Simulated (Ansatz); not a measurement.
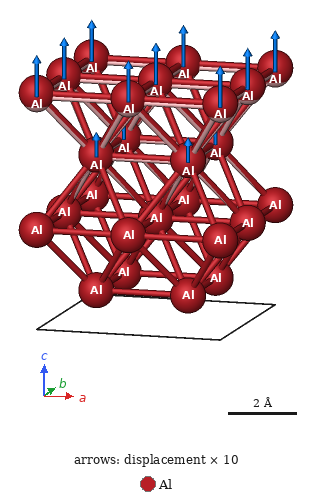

A constrained relaxation of a slab of composition Al (cut from the Fm-3m phase). The starting structure is drawn faded, the final one solid; blue arrows show the displacements, 10 times their true length.

The picture is a ball-and-stick view of the 2 × 2 repeat of the cell, outlined in the plane, without the vacuum, seen slightly off an axis.

Case: clean slab, lower half held. The slab is the (1 0 0) face of Al. 2 atoms are held fixed.

These are results of Ansatz, DFT PBEsol, scalar-relativistic, plane waves, PAW, not measurements. Settings: plane-wave cutoff 420 eV; k-point mesh 10 × 10 × 1; occupations gaussian; smearing width 0.1 eV; no spin polarisation; dipole correction; atoms relaxed in a fixed cell; force threshold 0.03 eV/Å; at most 70 steps.

**What happened in the run?**

The largest move is that of an Al atom, 0.13 Å along the normal (+c). The lattice vectors keep their values. Among the contacts that change: Al–Al 2.839 → 2.895 Å. Over 2 geometry steps the energy falls by 17.4 meV per cell of the calculation. The largest force component goes from 0.2 to 0.0094 eV/Å.
